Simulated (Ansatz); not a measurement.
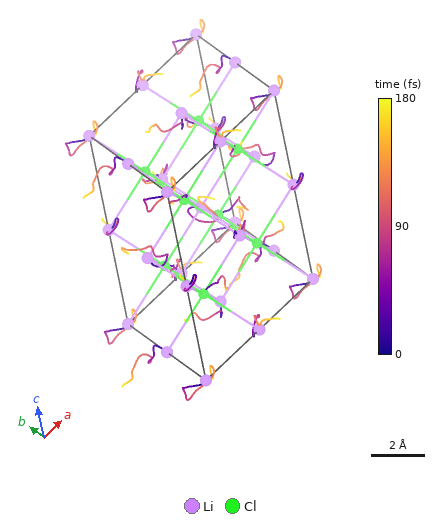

First-principles dynamics of a 16-atom cell of LiCl (set up in Fm-3m), 180 fs long. Lines trace each atom's path, coloured by time; spheres stand at the starting positions. Seen slightly off an axis in the reduced simulation cell.

Theory: Ansatz 0.2.0, DFT PBE, scalar-relativistic, plane waves, PAW. Settings: plane-wave cutoff 420 eV; k-point mesh 2 × 2 × 2; Fermi-Dirac smearing 0.224 eV; volume 1.1 times that of the relaxed crystal; Langevin thermostat (NVT); set temperature 2600 K; time step 6 fs; friction 0.02 per fs.

### How do the atoms move?

In the second half of the run the atoms are, in the root-mean-square, this far from where they began (common drift taken out): Li 1.06 Å, Cl 0.74 Å. Against the typical shortest distance between atoms in the first frame, about 2.6 Å these are large excursions, but over 180 fs one can't yet tell strong vibration from the start of diffusion. 1 of the 16 free atoms end more than three quarters of that spacing from the start. The time step of 6 fs is long for the fastest vibrations here (lightest element lithium).
